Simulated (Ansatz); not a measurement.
## Geometry relaxation, with input and output: SnO2 (part 3 of 3)

The same run, continued: SnO2 (slab, 18 atoms in the cell); DFT PBEsol, scalar-relativistic, plane waves, PAW, no spin polarisation (Ansatz 0.2.0); cutoff 420 eV, 4×6×1 k-mesh, Gaussian smearing of 0.05 eV. The structure derives from an entry of the Crystallography Open Database. The input holds or restrains some coordinates. Forces given for the steps count only the free coordinates. It belongs to a series of runs on one base structure; here: lower part held, upper part relaxed from the bulk's places.

Geometry of the input (Å; fractional positions):
```
6.4241  0.0000  0.0000
0.0000  4.7690  0.0000
0.0000  0.0000  21.6167
O  0.2500  0.1937  0.3470
O  0.7500  0.1937  0.3470
Sn 0.0000  0.0000  0.3897
Sn 0.5000  0.0000  0.3897
O  0.2500  0.8063  0.4324
O  0.7500  0.8063  0.4324
O  0.0000  0.3063  0.4573
O  0.5000  0.3063  0.4573
Sn 0.2500  0.5000  0.5000
Sn 0.7500  0.5000  0.5000
O  0.0000  0.6937  0.5427
O  0.5000  0.6937  0.5427
O  0.2500  0.1937  0.5676
O  0.7500  0.1937  0.5676
Sn 0.0000  0.0000  0.6103
Sn 0.5000  0.0000  0.6103
O  0.2500  0.8063  0.6530
O  0.7500  0.8063  0.6530
```

### Output, continued
```
  k-point 2: bands = ["-23.0112", "-22.9388", "-22.9079", "-22.7810", "-22.7139", "-22.6201", "-22.3796", "-22.2669", "-22.1829", "-22.1455", "-22.1374", "-22.1070", "-22.1010", "-22.0953", "-22.0924", "-22.0850", "-22.0832", "-22.0273", "-22.0115", "-22.0048", "-22.0020", "-21.9937", "-21.9820", "-21.9619", "-21.9475", "-21.9038", "-21.9034", "-21.8965", "-21.8600", "-21.7719", "-20.2340", "-19.3444", "-19.3110", "-19.2463", "-19.1229", "-18.7520", "-18.3534", "-17.8749", "-17.6702", "-17.6445", "-16.8680", "-16.7801", "-9.4906", "-9.4844", "-8.9248", "-8.7563", "-7.4742", "-7.1063", "-6.9886", "-6.5773", "-6.4126", "-6.0736", "-5.6699", "-5.5712", "-5.4465", "-4.8498", "-4.7595", "-4.7543", "-4.5513", "-4.4736", "-4.1542", "-4.1187", "-3.5932", "-3.4560", "-3.3701", "-3.3247", "-3.2135", "-3.2040", "-3.0056", "-2.8893", "-2.7493", "-2.7127", "-2.6811", "-2.5734", "-2.4146", "-2.3274", "-2.2336", "-2.1528", "0.2325", "0.6923", "1.5001", "2.1868", "2.4711", "3.3278", "4.0979", "4.1856", "4.3862", "4.4762", "5.1518", "5.3555", "5.6318", "5.9538", "6.2213", "6.5613", "7.2724", "7.2918"]
  k-point 11: bands = ["-22.7628", "-22.7628", "-22.7306", "-22.7306", "-22.5895", "-22.5895", "-22.4262", "-22.4262", "-22.3474", "-22.3474", "-22.2984", "-22.2984", "-22.0906", "-22.0906", "-22.0630", "-22.0630", "-22.0358", "-22.0358", "-22.0135", "-22.0135", "-22.0091", "-22.0091", "-21.9698", "-21.9698", "-21.9574", "-21.9574", "-21.9477", "-21.9477", "-21.9013", "-21.9013", "-19.5004", "-19.5004", "-19.3856", "-19.3856", "-18.8141", "-18.8141", "-18.1803", "-18.1803", "-17.4019", "-17.4019", "-17.2442", "-17.2442", "-8.8718", "-8.8718", "-8.4986", "-8.4986", "-8.0651", "-8.0651", "-6.6156", "-6.6156", "-5.9075", "-5.9075", "-5.7281", "-5.7281", "-5.1655", "-5.1655", "-4.9444", "-4.9444", "-4.7461", "-4.7461", "-4.4553", "-4.4553", "-3.8215", "-3.8215", "-3.5654", "-3.5654", "-3.2480", "-3.2480", "-2.9779", "-2.9779", "-2.6378", "-2.6378", "-2.6037", "-2.6037", "-2.4384", "-2.4384", "-2.2047", "-2.2047", "1.2462", "1.2462", "1.9369", "1.9369", "2.8766", "2.8766", "4.7413", "4.7413", "5.0731", "5.0731", "6.0487", "6.0487", "6.1676", "6.1676", "6.5538", "6.5538", "7.2580", "7.2580"]
--- Relaxed structure (6 steps of the walk, 6 accepted, 0 SCFs on fresh bases) ---
  F+E_penalty+E_count = -42423.76967098 eV   max|allowed force component| = 1.337e-2 eV/Å
  atoms:
    - { symbol: O, position: [0.25, 0.1937234956, 0.34695411] }
    - { symbol: O, position: [0.75, 0.1937234956, 0.34695411] }
    - { symbol: Sn, position: [0.0, 0.0, 0.38969244160000005] }
    - { symbol: Sn, position: [0.5, 0.0, 0.38969244160000005] }
    - { symbol: O, position: [0.25, 0.8062765044, 0.4324307732] }
    - { symbol: O, position: [0.75, 0.8062765044, 0.4324307732] }
    - { symbol: O, position: [0.0, 0.3062765044, 0.4572616684] }
    - { symbol: O, position: [0.5, 0.3062765044, 0.4572616684] }
    - { symbol: Sn, position: [0.25, 0.49522725139296603, 0.500129787673718] }
    - { symbol: Sn, position: [0.75, 0.49522725139296603, 0.500129787673718] }
    - { symbol: O, position: [-8.431759954929899e-36, 0.703013671971844, 0.5410175098366997] }
    - { symbol: O, position: [0.5, 0.703013671971844, 0.5410175098366997] }
    - { symbol: O, position: [0.25, 0.2183739007677687, 0.5723964464197424] }
    - { symbol: O, position: [0.75, 0.2183739007677687, 0.5723964464197424] }
    - { symbol: Sn, position: [2.2484693213146397e-35, -0.016771685085460394, 0.6118061564237391] }
    - { symbol: Sn, position: [0.5, -0.016771685085460394, 0.6118061564237391] }
    - { symbol: O, position: [0.25, 0.8577002920364355, 0.6602801724492925] }
    - { symbol: O, position: [0.75, 0.8577002920364355, 0.6602801724492925] }
```

### Trajectory as extended XYZ (Å, eV, eV/Å), 6 frames, from step=1 to step=6
```
18
Lattice="6.4241 0.0000 0.0000 0.0000 4.7690 0.0000 0.0000 0.0000 21.6167" Properties=species:S:1:pos:R:3:forces:R:3 step=1 energy=-42423.20630
O     1.6060    0.9239    7.5000    0.0000  -1.3432   0.2176
O     4.8181    0.9239    7.5000    0.0000  -1.3432   0.2176
Sn    0.0000    0.0000    8.4239    0.0000   2.2765  -0.4433
Sn    3.2121    0.0000    8.4239    0.0000   2.2765  -0.4433
O     1.6060    3.8451    9.3477    0.0000  -0.7192  -0.0553
O     4.8181    3.8451    9.3477    0.0000  -0.7192  -0.0553
O     0.0000    1.4606    9.8845    0.0000  -0.0135   0.1889
O     3.2121    1.4606    9.8845    0.0000  -0.0135   0.1889
Sn    1.6060    2.3845   10.8083    0.0000   0.0000   0.0000
Sn    4.8181    2.3845   10.8083    0.0000   0.0000   0.0000
O     0.0000    3.3083   11.7322    0.0000   0.0135  -0.1889
O     3.2121    3.3083   11.7322    0.0000   0.0135  -0.1889
O     1.6060    0.9239   12.2690    0.0000   0.7192   0.0553
O     4.8181    0.9239   12.2690    0.0000   0.7192   0.0553
Sn    0.0000    0.0000   13.1928    0.0000  -2.2765   0.4433
Sn    3.2121    0.0000   13.1928    0.0000  -2.2765   0.4433
O     1.6060    3.8451   14.1167    0.0000   1.3432  -0.2176
O     4.8181    3.8451   14.1167    0.0000   1.3432  -0.2176
18
Lattice="6.4241 0.0000 0.0000 0.0000 4.7690 0.0000 0.0000 0.0000 21.6167" Properties=species:S:1:pos:R:3:forces:R:3 step=2 energy=-42423.67561
O     1.6060    0.9239    7.5000    0.0000  -1.3389   0.2201
O     4.8181    0.9239    7.5000    0.0000  -1.3389   0.2201
Sn    0.0000    0.0000    8.4239    0.0000   2.2551  -0.4564
Sn    3.2121    0.0000    8.4239    0.0000   2.2551  -0.4564
O     1.6060    3.8451    9.3477    0.0000  -0.7691   0.0156
O     4.8181    3.8451    9.3477    0.0000  -0.7691   0.0156
O     0.0000    1.4606    9.8845    0.0000  -0.1254   0.0759
O     3.2121    1.4606    9.8845    0.0000  -0.1254   0.0759
Sn    1.6060    2.3716   10.8063    0.0000  -0.5074   0.0234
Sn    4.8181    2.3716   10.8063    0.0000  -0.5074   0.0234
O     0.0000    3.2893   11.7061    0.0000   0.3862   0.2374
O     3.2121    3.2893   11.7061    0.0000   0.3862   0.2374
O     1.6060    0.9657   12.3387    0.0000   0.4098  -0.2352
O     4.8181    0.9657   12.3387    0.0000   0.4098  -0.2352
Sn    0.0000   -0.0813   13.2064    0.0000  -0.7672   0.5217
Sn    3.2121   -0.0813   13.2064    0.0000  -0.7672   0.5217
O     1.6060    3.9930   14.2508    0.0000   0.4572  -0.4035
O     4.8181    3.9930   14.2508    0.0000   0.4572  -0.4035
18
Lattice="6.4241 0.0000 0.0000 0.0000 4.7690 0.0000 0.0000 0.0000 21.6167" Properties=species:S:1:pos:R:3:forces:R:3 step=3 energy=-42423.76101
O     1.6060    0.9239    7.5000    0.0000  -1.3358   0.2240
O     4.8181    0.9239    7.5000    0.0000  -1.3358   0.2240
Sn    0.0000    0.0000    8.4239    0.0000   2.2159  -0.4434
Sn    3.2121    0.0000    8.4239    0.0000   2.2159  -0.4434
O     1.6060    3.8451    9.3477    0.0000  -0.8176   0.0674
O     4.8181    3.8451    9.3477    0.0000  -0.8176   0.0674
O     0.0000    1.4606    9.8845    0.0000  -0.0080   0.2021
O     3.2121    1.4606    9.8845    0.0000  -0.0080   0.2021
Sn    1.6060    2.3672   10.8144    0.0000  -0.2485   0.0652
Sn    4.8181    2.3672   10.8144    0.0000  -0.2485   0.0652
O     0.0000    3.3274   11.7151    0.0000   0.1554   0.0682
O     3.2121    3.3274   11.7151    0.0000   0.1554   0.0682
O     1.6060    1.0176   12.3730    0.0000   0.1548  -0.1331
O     4.8181    1.0176   12.3730    0.0000   0.1548  -0.1331
Sn    0.0000   -0.0803   13.2378    0.0000  -0.1016  -0.0887
Sn    3.2121   -0.0803   13.2378    0.0000  -0.1016  -0.0887
O     1.6060    4.0859   14.2827    0.0000  -0.0157   0.0377
O     4.8181    4.0859   14.2827    0.0000  -0.0157   0.0377
18
Lattice="6.4241 0.0000 0.0000 0.0000 4.7690 0.0000 0.0000 0.0000 21.6167" Properties=species:S:1:pos:R:3:forces:R:3 step=4 energy=-42423.76384
O     1.6060    0.9239    7.5000    0.0000  -1.3205   0.2296
O     4.8181    0.9239    7.5000    0.0000  -1.3205   0.2296
Sn    0.0000    0.0000    8.4239    0.0000   2.1534  -0.4526
Sn    3.2121    0.0000    8.4239    0.0000   2.1534  -0.4526
O     1.6060    3.8451    9.3477    0.0000  -0.8558   0.0817
O     4.8181    3.8451    9.3477    0.0000  -0.8558   0.0817
O     0.0000    1.4606    9.8845    0.0000  -0.0392   0.1565
O     3.2121    1.4606    9.8845    0.0000  -0.0392   0.1565
Sn    1.6060    2.3537   10.8125    0.0000   0.1594  -0.1282
Sn    4.8181    2.3537   10.8125    0.0000   0.1594  -0.1282
O     0.0000    3.3518   11.6970    0.0000  -0.0984  -0.0723
O     3.2121    3.3518   11.6970    0.0000  -0.0984  -0.0723
O     1.6060    1.0308   12.3541    0.0000  -0.1395   0.2356
O     4.8181    1.0308   12.3541    0.0000  -0.1395   0.2356
Sn    0.0000   -0.0909   13.2228    0.0000   0.1233  -0.0418
Sn    3.2121   -0.0909   13.2228    0.0000   0.1233  -0.0418
O     1.6060    4.0866   14.2724    0.0000   0.0174  -0.0082
O     4.8181    4.0866   14.2724    0.0000   0.0174  -0.0082
18
Lattice="6.4241 0.0000 0.0000 0.0000 4.7690 0.0000 0.0000 0.0000 21.6167" Properties=species:S:1:pos:R:3:forces:R:3 step=5 energy=-42423.76931
O     1.6060    0.9239    7.5000    0.0000  -1.3243   0.2287
O     4.8181    0.9239    7.5000    0.0000  -1.3243   0.2287
Sn    0.0000    0.0000    8.4239    0.0000   2.1735  -0.4523
Sn    3.2121    0.0000    8.4239    0.0000   2.1735  -0.4523
O     1.6060    3.8451    9.3477    0.0000  -0.8249   0.0472
O     4.8181    3.8451    9.3477    0.0000  -0.8249   0.0472
O     0.0000    1.4606    9.8845    0.0000  -0.0412   0.1706
O     3.2121    1.4606    9.8845    0.0000  -0.0412   0.1706
Sn    1.6060    2.3599   10.8109    0.0000   0.0220  -0.0006
Sn    4.8181    2.3599   10.8109    0.0000   0.0220  -0.0006
O     0.0000    3.3503   11.6965    0.0000   0.0003  -0.0216
O     3.2121    3.3503   11.6965    0.0000   0.0003  -0.0216
O     1.6060    1.0395   12.3701    0.0000   0.0193  -0.0109
O     4.8181    1.0395   12.3701    0.0000   0.0193  -0.0109
Sn    0.0000   -0.0789   13.2214    0.0000  -0.0036   0.0353
Sn    3.2121   -0.0789   13.2214    0.0000  -0.0036   0.0353
O     1.6060    4.0971   14.2715    0.0000  -0.0216   0.0034
O     4.8181    4.0971   14.2715    0.0000  -0.0216   0.0034
18
Lattice="6.4241 0.0000 0.0000 0.0000 4.7690 0.0000 0.0000 0.0000 21.6167" Properties=species:S:1:pos:R:3:forces:R:3 step=6 energy=-42423.76967
O     1.6060    0.9239    7.5000    0.0000  -1.3249   0.2281
O     4.8181    0.9239    7.5000    0.0000  -1.3249   0.2281
Sn    0.0000    0.0000    8.4239    0.0000   2.1772  -0.4497
Sn    3.2121    0.0000    8.4239    0.0000   2.1772  -0.4497
O     1.6060    3.8451    9.3477    0.0000  -0.8193   0.0393
O     4.8181    3.8451    9.3477    0.0000  -0.8193   0.0393
O     0.0000    1.4606    9.8845    0.0000  -0.0304   0.1845
O     3.2121    1.4606    9.8845    0.0000  -0.0304   0.1845
Sn    1.6060    2.3617   10.8112    0.0000  -0.0134   0.0090
Sn    4.8181    2.3617   10.8112    0.0000  -0.0134   0.0090
O     0.0000    3.3527   11.6950    0.0000   0.0112  -0.0005
O     3.2121    3.3527   11.6950    0.0000   0.0112  -0.0005
O     1.6060    1.0414   12.3733    0.0000   0.0023   0.0076
O     4.8181    1.0414   12.3733    0.0000   0.0023   0.0076
Sn    0.0000   -0.0800   13.2252    0.0000  -0.0018  -0.0097
Sn    3.2121   -0.0800   13.2252    0.0000  -0.0018  -0.0097
O     1.6060    4.0903   14.2731    0.0000  -0.0009  -0.0087
O     4.8181    4.0903   14.2731    0.0000  -0.0009  -0.0087
```

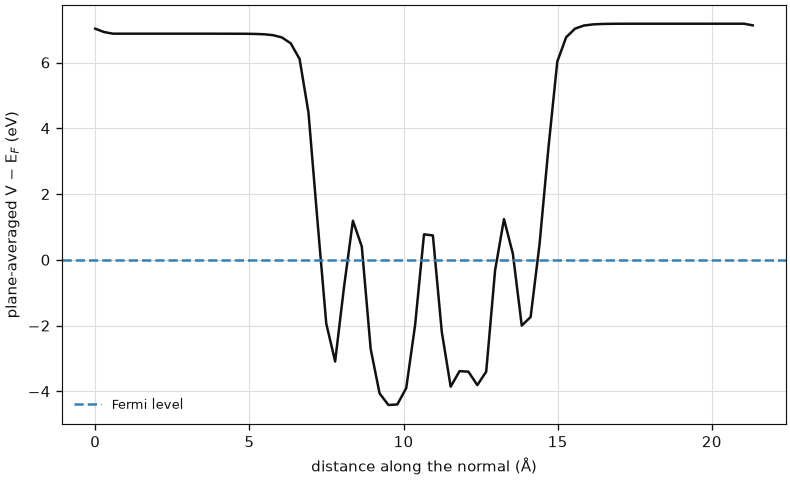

Plane average of the electrostatic potential energy of an electron across the cell, from the Fermi level. The vacuum level lies 7.18 eV above the Fermi level on the upper side and 6.88 eV on the lower.

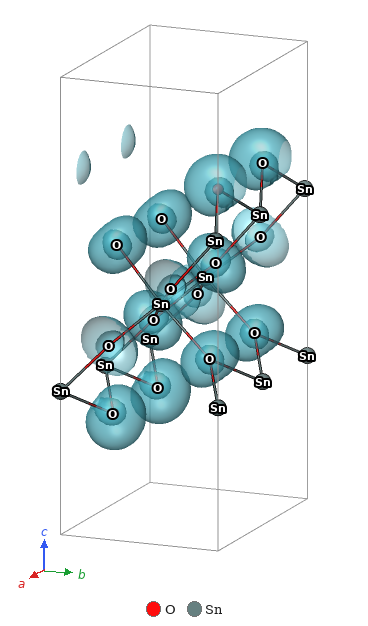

Isosurface of the ELF at 0.75 (cyan), seen slightly off an axis. Only the valence region is drawn (cores and ρ < 0.01 e/Å³ removed). Sticks mark near contacts. Profiles from the grid: Sn–O (2.01 Å): the ELF is about 0.30 at the midpoint. Sn–O (2.06 Å): the ELF is about 0.25 at the midpoint. Core electrons are frozen (PAW), so the fields are smoothed inside the atomic spheres.

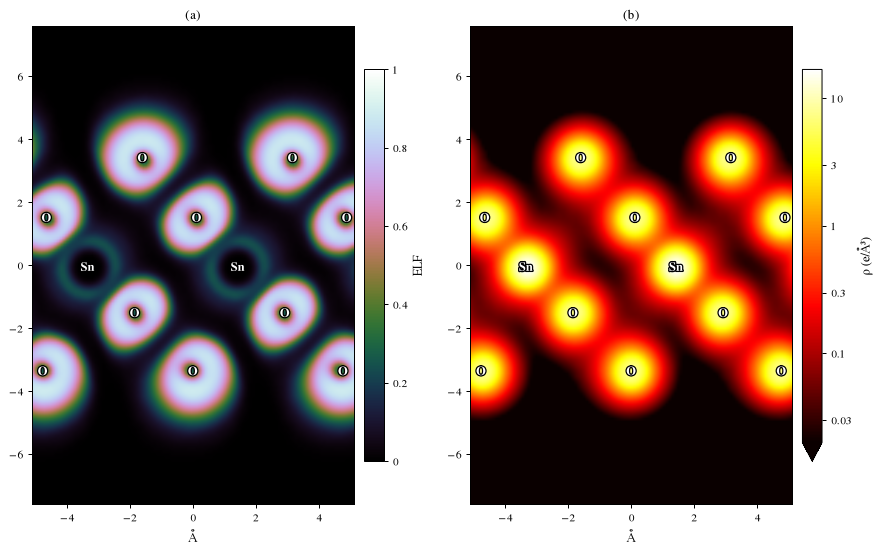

(a) electron localisation function; (b) valence charge density (pseudo) on the (100) plane of the calculation cell, a cut from vacuum to vacuum. Sn–O (2.08 Å): the density is about 0.63 e/Å³ at the midpoint; the ELF is about 0.25 at the midpoint. The density dies away to nearly zero in the vacuum.

### Results in brief

- outcome: converged under the restraints of the input
- electrons treated: 156
- free energy: −42423.7697 eV
- work function, top face: 7.18 eV
- work function, bottom face: 6.88 eV
- Fermi energy: −1.399 eV
- gap on the k-point mesh: 1.39 eV
- final volume: 662.26 Å³
- work function (upper face): 7.18 eV
- largest force (length of the vector) at the end, held atoms and coordinates included: 2.223 eV/Å
- hardware: 4 threads of AMD EPYC (Zen 3), 32 GiB of memory available, shared host
- wall time: 2.4 min (CPU time 9.2 min)
- peak memory: 1.8 GiB

### Remarks

The program warns: the exchange-correlation potential is rough where the density is thin.
